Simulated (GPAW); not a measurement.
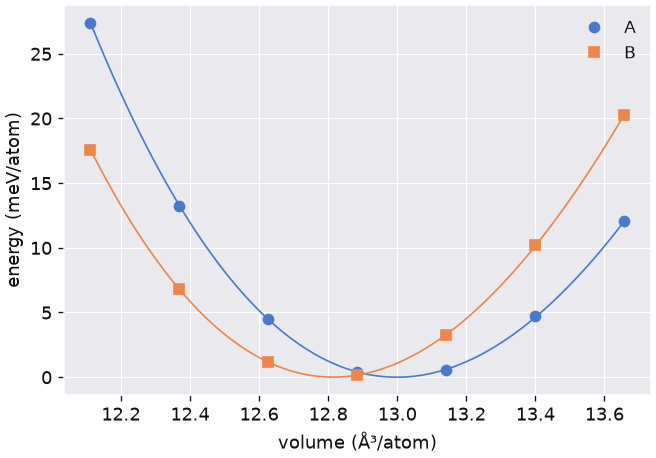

The figure compares two calculations of the energy against volume, each curve from its own zero. The first is for Cu₂O, space group Pn-3m (No. 224).

The cell holds 6 atoms.

How it was computed, with GPAW 26.7.0: PAW DFT in plane waves, on a grid or in atomic orbitals, no spin polarisation; energies at scaled volumes of the given cell, shape and fractions fixed, counted from the fit's minimum, third-order Birch-Murnaghan fit. Level: r2SCAN.

k mesh 5×5×5; occupations Fermi–Dirac; smearing width 0.05 eV; potentials GPAW PAW data sets (gpaw data 1.2.1); wave cutoff 800 eV; program settings basis pw.

In the second, the level changes from r2SCAN to r2SCAN with D3(BJ).

Question: Which of A and B is the second calculation, and what did the change do?

Answer: B. The equilibrium volume falls from 13.00 to 12.81 Å³/atom (−1.5 %) and the bulk modulus rises from 127 to 132 GPa (+3.9 %).

For both, limits of the calculation: the fit and the printed pressures don't fully agree, or the minimum lies near the end of the range.

V0 and the bulk modulus come from third-order Birch–Murnaghan fits.
